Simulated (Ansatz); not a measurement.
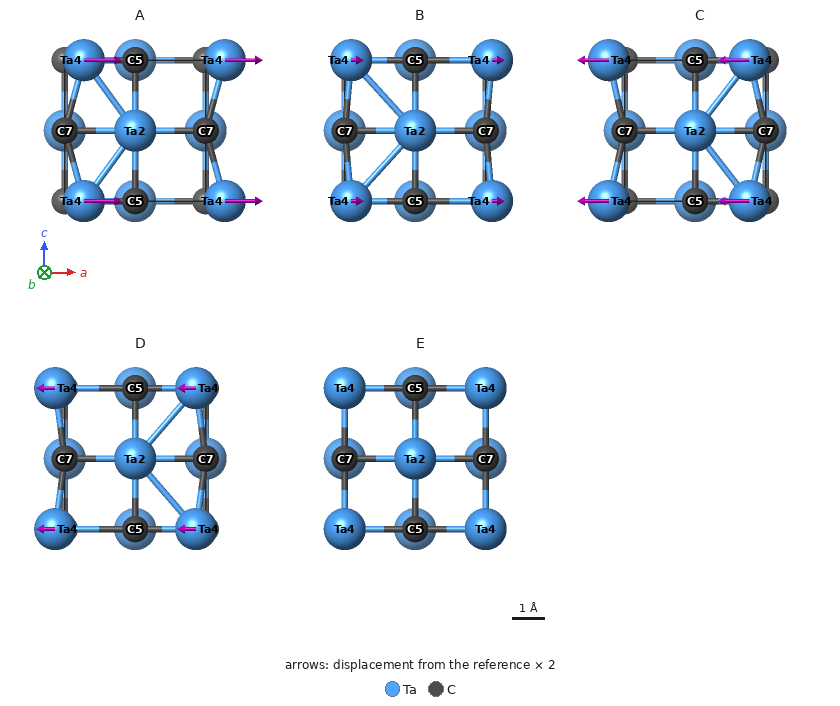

A scan of crystalline Ta4C3 (Pm-3m): a Ta atom (one in each cell of 7 atoms) is moved towards the nearest copy of atom 5 (C) at 2.212 Å, all else fixed. The picture is a ball-and-stick view of the cell of the calculation, seen along the b axis. Purple arrows: displacements from the reference.

Theory: DFT r2SCAN, scalar-relativistic, plane waves, PAW (Ansatz 0.2.0). Set-up: plane-wave cutoff 500 eV; k-point mesh 10 × 10 × 10; occupations gaussian; smearing width 0.15 eV; no spin polarisation. Energies (free energies at the smearing named) are counted from the relaxed crystal.

Question: Order these geometries by energy, lowest first.

Answer: Lowest first: E (the displacement 0.00 Å, 0.00 eV/cell), B (the displacement −0.20 Å, 0.34 eV/cell), D (the displacement 0.30 Å, 0.85 eV/cell), C (the displacement 0.50 Å, 3.04 eV/cell), A (the displacement −0.60 Å, 5.06 eV/cell). Over the whole scan: the lowest computed point lies at the displacement 0.00 Å (0.00 eV/cell). The end points stand at 5.06 eV/cell (−0.60 Å) and 5.06 eV/cell (0.60 Å). The curvature at zero is about 17 eV/Å². The well is symmetric. At the highest point the shortest interatomic distance is 1.61 Å, against 2.21 Å in the reference. The distortion takes the space group from Pm-3m to P4mm.
